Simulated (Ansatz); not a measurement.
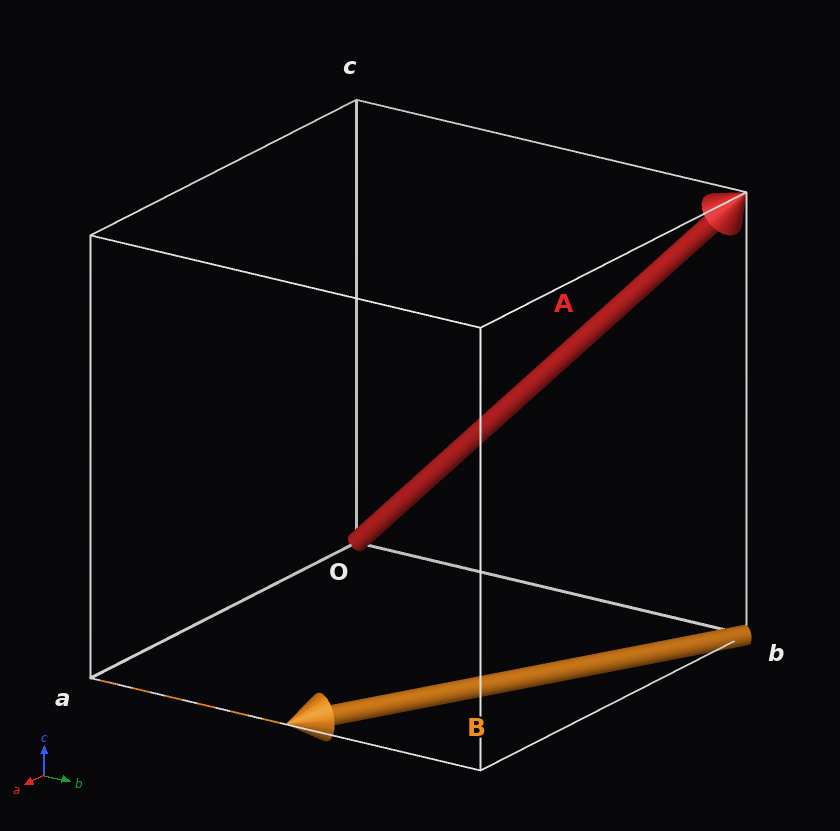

Each arrow starts at a corner of the unit cell and ends on its surface; where a tip isn't a corner, dashed lines run from it parallel to the axes. Crystal: Co, the input geometry of an electronic-structure calculation (not necessarily at equilibrium). The drawing is computed from the coordinates (standard cell, symmetry found to 0.002 Å).

a = 3.602 Å, b = 3.602 Å, c = 3.602 Å, α = 90.00°, β = 90.00°, γ = 90.00°.

Index the directions.

Arrow A runs from (0, 0, 0) to (0, 1, 1), so [0 1 1]; Arrow B runs from (0, 1, 0) to (1, 1/2, 0), so [2 −1 0].

How long is the vector ua + vb + wc in each case, and what angles do the directions make?

A 5.094 Å; B 8.055 Å. A–B: 108.4°.

In Fm-3m, No. 225, how many directions are equivalent to A (Laue class m-3m, both senses counted)?

12.
